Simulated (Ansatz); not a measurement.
```xyz
3
Lattice="4.5680 0.0000 0.0000 -2.2840 3.9560 0.0000 0.0000 0.0000 2.8811" Properties=species:S:1:pos:R:3 pbc="T T T"
Ti    0.0000    0.0000    0.0000
Ti    0.0000    2.6374    1.4405
Ti    2.2840    1.3187    1.4405
```

Space group P6/mmm; a structure from a database of computed crystals, not necessarily the ambient phase; changed on purpose from its base cell (strain along c alone, the other axes held, atoms relaxed: +2.0 %); computed pressure about −2 GPa in this cell; computed without spin polarisation.

Method: DFT r2SCAN, scalar-relativistic, plane waves, PAW in Ansatz 0.2.0.

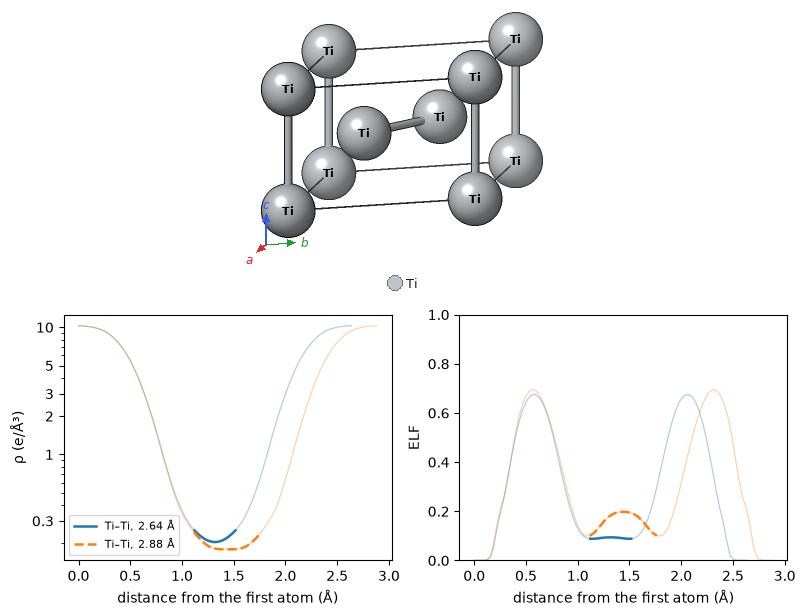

Ti. Valence charge density (pseudo) and ELF along straight lines between neighbouring atoms. Thin, pale parts lie inside the atomic spheres. The structure is drawn too.

Core electrons are frozen (PAW), and the valence fields are smoothed inside the atomic spheres.

> Compare the contacts.

Ti–Ti (2.64 Å): the density is about 0.2 e/Å³ at the midpoint; the ELF is about 0.10 at the midpoint: no shared electron pair shows on this line.
Ti–Ti (2.88 Å): ρ at the midpoint is about 0.18 e/Å³; the ELF is about 0.20 at the midpoint: no shared electron pair shows on this line.
